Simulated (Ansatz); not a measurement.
```
Zn O
1.0
     3.23520    0.00000    0.00000
    -1.61760    2.80177    0.00000
     0.00000    0.00000   10.42283
Zn O
4 4
Direct
  0.33333 0.66667 0.00062
  0.33333 0.66667 0.50062
  0.66667 0.33333 0.25062
  0.66667 0.33333 0.75062
  0.33333 0.66667 0.19043
  0.33333 0.66667 0.69043
  0.66667 0.33333 0.44043
  0.66667 0.33333 0.94043
```

Space group P6₃mc.

Computed with DFT r2SCAN, scalar-relativistic, plane waves, PAW in Ansatz.

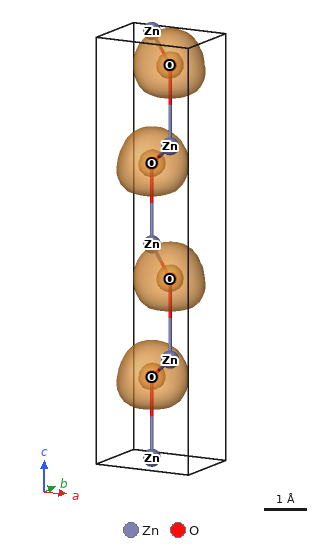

ZnO. Isosurface of the ELF at 0.65 (orange), seen slightly off an axis. Core shells and regions of very low density are left out. Sticks mark near contacts.

Identify the bonds, lone pairs and shells in this picture.

Answer. The surface consists of four regions wrapped around O (the valence shell of each), counted in one cell of 8 atoms. Regions shared between cells count once. Profiles from the grid: Zn–O (1.97 Å): the ELF peaks at about 0.85 in the valence shell of O, 0.6 Å from its nucleus, and is about 0.25 at the midpoint; no shared electron pair shows on this line.

Does the calculation give a band gap?

Answer. It is gapped, with a Kohn–Sham gap of 1.2 eV on the k-point mesh (the band edges may lie off the mesh, which would make the gap smaller).
